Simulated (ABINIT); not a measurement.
# Geometry relaxation of AlN (part 1 of 2)

AlN (4 atoms in the cell), computed with Kohn-Sham DFT of a periodic cell, PBE, PseudoDojo NC SR PBE v0.4.1 standard, no spin polarisation (ABINIT 10.8.3).

The structure derives from an entry of the Crystallography Open Database.

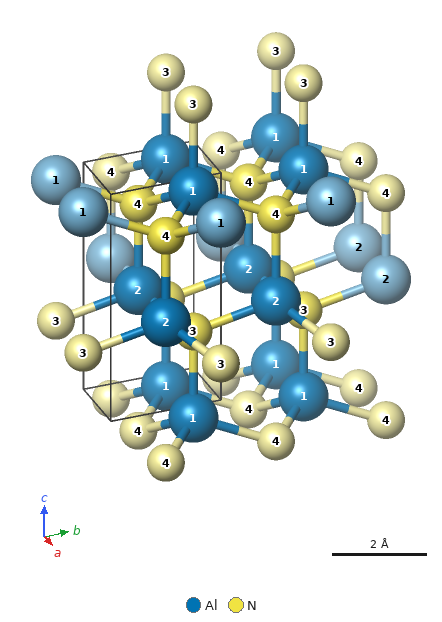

**Figure 1.** The starting structure (ball-and-stick view of the cell of the calculation, repeated 2 × 2 × 1, seen slightly off an axis; neighbours outside the cell are drawn fainter; atoms are numbered from 1 in the order of the input). Near neighbours in the crystal (not all of them lie inside the picture): Al has 4 N at 1.89 Å; N has 4 Al at 1.89 Å.

Input
```
# Pseudopotentials
pp_dirpath "./"
pseudos "Al.upf, N.upf"

# Structure
acell 3*1.0
rprim
     5.8827174260     0.0000000000     0.0000000000
    -2.9413587130     5.0945827342     0.0000000000
     0.0000000000     0.0000000000     9.4127258268
ntypat 2
znucl 13 7
natom 4
typat 1 1 2 2
xcart
    -0.0000000003     3.3963884896     0.0000000000
     2.9413587133     1.6981942446     4.7063629134
    -0.0000000003     3.3963884896     3.5768358142
     2.9413587133     1.6981942446     8.2831987275
chkprim 0
chksymtnons 0
tolsym 1.0e-6

# Plane-wave basis
ecut 1142.878222 eV

# k points
kptopt 1
ngkpt 8 8 5
nshiftk 1
shiftk 0.0 0.0 0.0

# Exchange and correlation
ixc 11

# Bands and occupations
nband 12
occopt 3
tsmear 0.05 eV

# SCF cycle
nstep 100
tolvrs 1.0e-10

# Output
iomode 3
prtwf 0
prtden 0
prteig 0
prtebands 0
enunit 1

# Relaxation
ionmov 22
ntime 60
tolmxf 5.0e-5
optcell 1
dilatmx 1.08
ecutsm 0.5
```

Launched with:
```bash
abinit run.abi > log 2>&1
```

Output
```
.Version 10.8.3 of ABINIT
 Symmetries : space group P6_3 m c (#186); Bravais hP (primitive hexag.)
================================================================================
 Values of the parameters that define the memory need of the present run
     intxc =       0    ionmov =      22      iscf =       7    lmnmax =       6
     lnmax =       6     mgfft =      60  mpssoang =       3    mqgrid =    3001
     natom =       4  nloc_mem =       1    nspden =       1   nspinor =       1
    nsppol =       1      nsym =      12    n1xccc =    2501    ntypat =       2
    occopt =       3   xclevel =       2
       mpw =        4632          nfft =       96000          nkpt =          30
================================================================================
================================================================================

--------------------------------------------------------------------------------
------------- Echo of variables that govern the present computation ------------
--------------------------------------------------------------------------------
 -outvars: echo values of preprocessed input variables --------
            acell      1.0000000000E+00  1.0000000000E+00  1.0000000000E+00 Bohr
              amu      2.69815390E+01  1.40067400E+01
          chkprim           0
      chksymtnons           0
          dilatmx      1.08000000E+00
             ecut      4.20000000E+01 Hartree
           ecutsm      5.00000000E-01 Hartree
           enunit           1
           ionmov          22
              ixc          11
         kptrlatt        8    0    0      0    8    0      0    0    5
          kptrlen      4.70617394E+01
            natom           4
            nband          12
            ngfft          40      40      60
             nkpt          30
            nstep         100
             nsym          12
            ntime          60
           ntypat           2
           occopt           3
          optcell           1
           prtden           0
        prtebands           0
           prteig           0
            prtwf           0
            rprim      5.8827174260E+00  0.0000000000E+00  0.0000000000E+00
                      -2.9413587130E+00  5.0945827342E+00  0.0000000000E+00
                       0.0000000000E+00  0.0000000000E+00  9.4127258268E+00
          spgroup         186
           tolsym      1.00000000E-06
           tolvrs      1.00000000E-10
           tsmear      1.83746611E-03 Hartree
            typat      1  1  2  2
           xangst      4.3760585962E-17  1.7972913868E+00 -1.3825052205E-16
                       1.5564999990E+00  8.9864569339E-01  2.4904999983E+00
                       4.3760585962E-17  1.7972913868E+00  1.8927799987E+00
                       1.5564999990E+00  8.9864569339E-01  4.3832799970E+00
            xcart      8.2695522578E-17  3.3963884895E+00 -2.6125562343E-16
                       2.9413587130E+00  1.6981942447E+00  4.7063629134E+00
                       8.2695522578E-17  3.3963884895E+00  3.5768358141E+00
                       2.9413587130E+00  1.6981942447E+00  8.2831987275E+00
             xred      3.3333333333E-01  6.6666666667E-01 -2.7755575616E-17
                       6.6666666667E-01  3.3333333333E-01  5.0000000000E-01
                       3.3333333333E-01  6.6666666667E-01  3.8000000000E-01
                       6.6666666667E-01  3.3333333333E-01  8.8000000000E-01
            znucl       13.00000    7.00000

================================================================================

 chkinp: Checking input parameters for consistency.

================================================================================
== DATASET  1 ==================================================================

--- !DatasetInfo
iteration_state: {dtset: 1, }
dimensions: {natom: 4, nkpt: 30, mband: 12, nsppol: 1, nspinor: 1, nspden: 1, mpw: 4632, }
cutoff_energies: {ecut:  42.0, pawecutdg:  -1.0, }
electrons: {nelect:   1.60000000E+01, charge:   0.00000000E+00, occopt:   3.00000000E+00, tsmear:   1.83746611E-03, }
meta: {optdriver: 0, ionmov: 22, optcell: 1, iscf: 7, paral_kgb: 0, }
...

 Exchange-correlation functional for the present dataset will be:
  GGA: Perdew-Burke-Ernzerhof functional - ixc=11
  J.P.Perdew, K.Burke, M.Ernzerhof, PRL 77, 3865 (1996)

 Real(R)+Recip(G) space primitive vectors, cartesian coordinates (Bohr,Bohr^-1):
 R(1)=  5.8827174  0.0000000  0.0000000  G(1)=  0.1699895  0.0981435  0.0000000
 R(2)= -2.9413587  5.0945827  0.0000000  G(2)=  0.0000000  0.1962869  0.0000000
 R(3)=  0.0000000  0.0000000  9.4127258  G(3)=  0.0000000  0.0000000  0.1062392
 Unit cell volume ucvol=  2.8209930E+02 bohr^3
 Angles (23,13,12)=  9.00000000E+01  9.00000000E+01  1.20000000E+02 degrees

 getcut: wavevector=  0.0000  0.0000  0.0000  ngfft=  40  40  60
         ecut(hartree)=     48.989   => boxcut(ratio)=   2.02312

--- Pseudopotential description ------------------------------------------------
- pspini: atom type   1  psp file is ./Al.upf
12 -101130 2 -1 1876                          pspcod,pspxc,lmax,lloc,mmax
     nproj     2     2     2

- pspini: atom type   2  psp file is ./N.upf
12 -101130 1 -1 1058                          pspcod,pspxc,lmax,lloc,mmax
     nproj     2     2     0

   2.97317893E+02                                ecore*ucvol(ha*bohr**3)
--------------------------------------------------------------------------------

================================================================================

=== [ionmov=22] Limited-memory Broyden-Fletcher-Goldfarb-Shanno method
================================================================================

--- Iteration: ( 1/60) Internal Cycle: (1/1)
--------------------------------------------------------------------------------

---SELF-CONSISTENT-FIELD CONVERGENCE--------------------------------------------

--- !BeginCycle
iteration_state: {dtset: 1, itime: 1, icycle: 1, }
solver: {iscf: 7, nstep: 100, nline: 4, wfoptalg: 0, }
tolerances: {tolvrs: 1.00E-10, }
...

     iter   Etot(hartree)      deltaE(h)  residm     vres2
 ETOT  1  -25.261320119803    -2.526E+01 9.238E-02 1.473E+03
 ETOT  2  -25.350430755484    -8.911E-02 1.114E-02 1.148E+03
 ETOT  3  -25.587915366652    -2.375E-01 2.749E-02 1.432E+00
 ETOT  4  -25.588448638979    -5.333E-04 5.762E-03 2.823E-02
 ETOT  5  -25.588450356371    -1.717E-06 1.873E-03 3.424E-03
 ETOT  6  -25.588450558139    -2.018E-07 2.772E-03 4.672E-05
 ETOT  7  -25.588450566118    -7.979E-09 7.570E-04 7.881E-06
 ETOT  8  -25.588450567754    -1.636E-09 5.704E-04 7.472E-09
 ETOT  9  -25.588450567755    -8.171E-13 2.053E-04 2.758E-10
 ETOT 10  -25.588450567755     6.750E-14 1.592E-04 9.328E-12

 At SCF step   10       vres2   =  9.33E-12 < tolvrs=  1.00E-10 =>converged.

 Cartesian components of stress tensor (hartree/bohr^3)
  sigma(1 1)= -9.60227113E-05  sigma(3 2)=  0.00000000E+00
  sigma(2 2)= -9.60227113E-05  sigma(3 1)=  0.00000000E+00
  sigma(3 3)= -1.51779740E-04  sigma(2 1)=  0.00000000E+00

--- !ResultsGS
iteration_state: {dtset: 1, itime: 1, icycle: 1, }
comment   : Summary of ground state results
lattice_vectors:
- [  5.8827174,   0.0000000,   0.0000000, ]
- [ -2.9413587,   5.0945827,   0.0000000, ]
- [  0.0000000,   0.0000000,   9.4127258, ]
lattice_lengths: [   5.88272,    5.88272,    9.41273, ]
lattice_angles: [ 90.000,  90.000, 120.000, ] # degrees, (23, 13, 12)
lattice_volume:   2.8209930E+02
convergence: {deltae:  6.750E-14, res2:  9.328E-12, residm:  1.592E-04, diffor: null, }
etotal    :  -2.55884506E+01
entropy   :   0.00000000E+00
fermie    :   2.57395264E-01
cartesian_stress_tensor: # hartree/bohr^3
- [ -9.60227113E-05,   0.00000000E+00,   0.00000000E+00, ]
- [  0.00000000E+00,  -9.60227113E-05,   0.00000000E+00, ]
- [  0.00000000E+00,   0.00000000E+00,  -1.51779740E-04, ]
pressure_GPa:   3.3719E+00
xred      :
- [  3.3333E-01,   6.6667E-01,  -2.7756E-17, Al]
- [  6.6667E-01,   3.3333E-01,   5.0000E-01, Al]
- [  3.3333E-01,   6.6667E-01,   3.8000E-01,  N]
- [  6.6667E-01,   3.3333E-01,   8.8000E-01,  N]
cartesian_forces: # hartree/bohr
- [  1.43037915E-30,  -8.25829784E-31,  -2.53901184E-03, ]
- [  1.43037915E-30,  -8.25829784E-31,  -2.53901184E-03, ]
- [ -4.29113744E-30,   2.47748935E-30,   2.53901184E-03, ]
- [  1.43037915E-30,  -8.25829784E-31,   2.53901184E-03, ]
force_length_stats: {min:   2.53901184E-03, max:   2.53901184E-03, mean:   2.53901184E-03, }
...

 Integrated electronic density in atomic spheres:
 ------------------------------------------------
 Atom  Sphere_radius  Integrated_density
    1        2.00000          1.09944425
    2        2.00000          1.09944425
    3        2.00000          5.38409462
    4        2.00000          5.38409462

---OUTPUT-----------------------------------------------------------------------

 Cartesian coordinates (xcart) [bohr]
  8.26955225778173E-17  3.39638848946667E+00 -2.61255623434931E-16
  2.94135871300000E+00  1.69819424473333E+00  4.70636291340000E+00
  8.26955225778173E-17  3.39638848946667E+00  3.57683581415000E+00
  2.94135871300000E+00  1.69819424473333E+00  8.28319872755000E+00
 Reduced coordinates (xred)
  3.33333333333333E-01  6.66666666666667E-01 -2.77555756156289E-17
  6.66666666666667E-01  3.33333333333333E-01  5.00000000000000E-01
  3.33333333333333E-01  6.66666666666667E-01  3.79999999996388E-01
  6.66666666666667E-01  3.33333333333333E-01  8.79999999996388E-01
 Cartesian forces (fcart) [Ha/bohr]; max,rms= 2.53901E-03 1.46590E-03 (free atoms)
  1.43037914504742E-30 -8.25829784436584E-31 -2.53901184380978E-03
  1.43037914504742E-30 -8.25829784436584E-31 -2.53901184380978E-03
 -4.29113743514227E-30  2.47748935330975E-30  2.53901184380978E-03
  1.43037914504742E-30 -8.25829784436584E-31  2.53901184380978E-03
 Gradient of E wrt nuclear positions in reduced coordinates (gred)
 -8.41451632235746E-30  8.41451632235746E-30  2.38990223567794E-02
 -8.41451632235746E-30  8.41451632235746E-30  2.38990223567794E-02
  2.52435489670724E-29 -2.52435489670724E-29 -2.38990223567794E-02
 -8.41451632235746E-30  8.41451632235746E-30 -2.38990223567794E-02
 Scale of Primitive Cell (acell) [bohr]
  1.00000000000000E+00  1.00000000000000E+00  1.00000000000000E+00
 Real space primitive translations (rprimd) [bohr]
  5.88271742600000E+00  0.00000000000000E+00  0.00000000000000E+00
 -2.94135871300000E+00  5.09458273420000E+00  0.00000000000000E+00
  0.00000000000000E+00  0.00000000000000E+00  9.41272582680000E+00
 Unitary Cell Volume (ucvol) [Bohr^3]=  2.82099304819503E+02
 Angles (23,13,12)= [degrees]
  9.00000000000000E+01  9.00000000000000E+01  1.20000000000007E+02
 Lengths [Bohr]
  5.88271742600000E+00  5.88271742599879E+00  9.41272582680000E+00
 Stress tensor in cartesian coordinates (strten) [Ha/bohr^3]
 -9.60227112878857E-05  0.00000000000000E+00  0.00000000000000E+00
  0.00000000000000E+00 -9.60227112858794E-05  0.00000000000000E+00
  0.00000000000000E+00  0.00000000000000E+00 -1.51779740173110E-04
 Total energy (etotal) [Ha]= -2.55884505677552E+01

--- Iteration: ( 2/60) Internal Cycle: (1/1)
--------------------------------------------------------------------------------

---SELF-CONSISTENT-FIELD CONVERGENCE--------------------------------------------

--- !BeginCycle
iteration_state: {dtset: 1, itime: 2, icycle: 1, }
solver: {iscf: 7, nstep: 100, nline: 4, wfoptalg: 0, }
tolerances: {tolvrs: 1.00E-10, }
...

     iter   Etot(hartree)      deltaE(h)  residm     vres2
 ETOT  1  -25.587465296120    -2.559E+01 4.048E-05 6.801E+00
 ETOT  2  -25.587694344231    -2.290E-04 2.725E-05 4.668E+00
 ETOT  3  -25.588697482444    -1.003E-03 2.484E-05 2.839E-02
 ETOT  4  -25.588701557256    -4.075E-06 2.749E-06 6.984E-04
 ETOT  5  -25.588701609873    -5.262E-08 1.276E-06 1.830E-05
 ETOT  6  -25.588701611697    -1.824E-09 5.333E-07 2.054E-07
 ETOT  7  -25.588701611716    -1.909E-11 3.469E-07 1.065E-08
 ETOT  8  -25.588701611718    -1.968E-12 1.468E-07 7.174E-11

 At SCF step    8       vres2   =  7.17E-11 < tolvrs=  1.00E-10 =>converged.

 Cartesian components of stress tensor (hartree/bohr^3)
  sigma(1 1)= -2.81969107E-05  sigma(3 2)=  0.00000000E+00
  sigma(2 2)= -2.81969107E-05  sigma(3 1)=  0.00000000E+00
  sigma(3 3)= -7.31839837E-05  sigma(2 1)=  0.00000000E+00

--- !ResultsGS
iteration_state: {dtset: 1, itime: 2, icycle: 1, }
comment   : Summary of ground state results
lattice_vectors:
- [  5.9029437,   0.0000000,   0.0000000, ]
- [ -2.9514718,   5.1120992,   0.0000000, ]
- [  0.0000000,   0.0000000,   9.4450891, ]
lattice_lengths: [   5.90294,    5.90294,    9.44509, ]
lattice_angles: [ 90.000,  90.000, 120.000, ] # degrees, (23, 13, 12)
lattice_volume:   2.8501911E+02
convergence: {deltae: -1.968E-12, res2:  7.174E-11, residm:  1.468E-07, diffor: null, }
etotal    :  -2.55887016E+01
entropy   :   0.00000000E+00
fermie    :   2.53192980E-01
cartesian_stress_tensor: # hartree/bohr^3
- [ -2.81969107E-05,   0.00000000E+00,   0.00000000E+00, ]
- [  0.00000000E+00,  -2.81969107E-05,   0.00000000E+00, ]
- [  0.00000000E+00,   0.00000000E+00,  -7.31839837E-05, ]
pressure_GPa:   1.2708E+00
xred      :
- [  3.3333E-01,   6.6667E-01,  -2.6974E-04, Al]
- [  6.6667E-01,   3.3333E-01,   4.9973E-01, Al]
- [  3.3333E-01,   6.6667E-01,   3.8027E-01,  N]
- [  6.6667E-01,   3.3333E-01,   8.8027E-01,  N]
cartesian_forces: # hartree/bohr
- [ -0.00000000E+00,   7.40700093E-30,  -1.70474140E-03, ]
- [ -0.00000000E+00,   5.76100072E-30,  -1.70474140E-03, ]
- [ -0.00000000E+00,  -6.58400082E-30,   1.70474140E-03, ]
- [ -0.00000000E+00,  -6.58400082E-30,   1.70474140E-03, ]
force_length_stats: {min:   1.70474140E-03, max:   1.70474140E-03, mean:   1.70474140E-03, }
...

 Integrated electronic density in atomic spheres:
 ------------------------------------------------
 Atom  Sphere_radius  Integrated_density
    1        2.00000          1.08287615
    2        2.00000          1.08287615
    3        2.00000          5.37474019
    4        2.00000          5.37474019

---OUTPUT-----------------------------------------------------------------------

 Cartesian coordinates (xcart) [bohr]
  8.11984784029786E-17  3.40806612771809E+00 -2.54774160541419E-03
  2.95147184438194E+00  1.70403306385905E+00  4.71999683174104E+00
  8.11984784029786E-17  3.40806612771809E+00  3.59168161731460E+00
  2.95147184438194E+00  1.70403306385905E+00  8.31422619066106E+00
 Reduced coordinates (xred)
  3.33333333333333E-01  6.66666666666667E-01 -2.69742462547985E-04
  6.66666666666667E-01  3.33333333333333E-01  4.99730257537452E-01
  3.33333333333333E-01  6.66666666666667E-01  3.80269742458936E-01
  6.66666666666667E-01  3.33333333333333E-01  8.80269742458936E-01
 Cartesian forces (fcart) [Ha/bohr]; max,rms= 1.70474E-03 9.84233E-04 (free atoms)
 -0.00000000000000E+00  7.40700092693755E-30 -1.70474139738928E-03
 -0.00000000000000E+00  5.76100072095143E-30 -1.70474139738928E-03
 -0.00000000000000E+00 -6.58400082394449E-30  1.70474139738928E-03
 -0.00000000000000E+00 -6.58400082394449E-30  1.70474139738928E-03
 Gradient of E wrt nuclear positions in reduced coordinates (gred)
  0.00000000000000E+00 -3.78653234506086E-29  1.61014344703996E-02
  0.00000000000000E+00 -2.94508071282511E-29  1.61014344703996E-02
  0.00000000000000E+00  3.36580652894298E-29 -1.61014344703996E-02
  0.00000000000000E+00  3.36580652894298E-29 -1.61014344703996E-02
 Scale of Primitive Cell (acell) [bohr]
  1.00343825162747E+00  1.00343825162747E+00  1.00343825162747E+00
 Real space primitive translations (rprimd) [bohr]
  5.90294368876388E+00  0.00000000000000E+00  0.00000000000000E+00
 -2.95147184438194E+00  5.11209919157714E+00  0.00000000000000E+00
  0.00000000000000E+00  0.00000000000000E+00  9.44508914669291E+00
 Unitary Cell Volume (ucvol) [Bohr^3]=  2.85019106040930E+02
 Angles (23,13,12)= [degrees]
  9.00000000000000E+01  9.00000000000000E+01  1.20000000000007E+02
 Lengths [Bohr]
  5.90294368876388E+00  5.90294368876266E+00  9.44508914669291E+00
 Stress tensor in cartesian coordinates (strten) [Ha/bohr^3]
 -2.81969106546271E-05  0.00000000000000E+00  0.00000000000000E+00
  0.00000000000000E+00 -2.81969106526252E-05  0.00000000000000E+00
  0.00000000000000E+00  0.00000000000000E+00 -7.31839837316639E-05
 Total energy (etotal) [Ha]= -2.55887016117182E+01
```
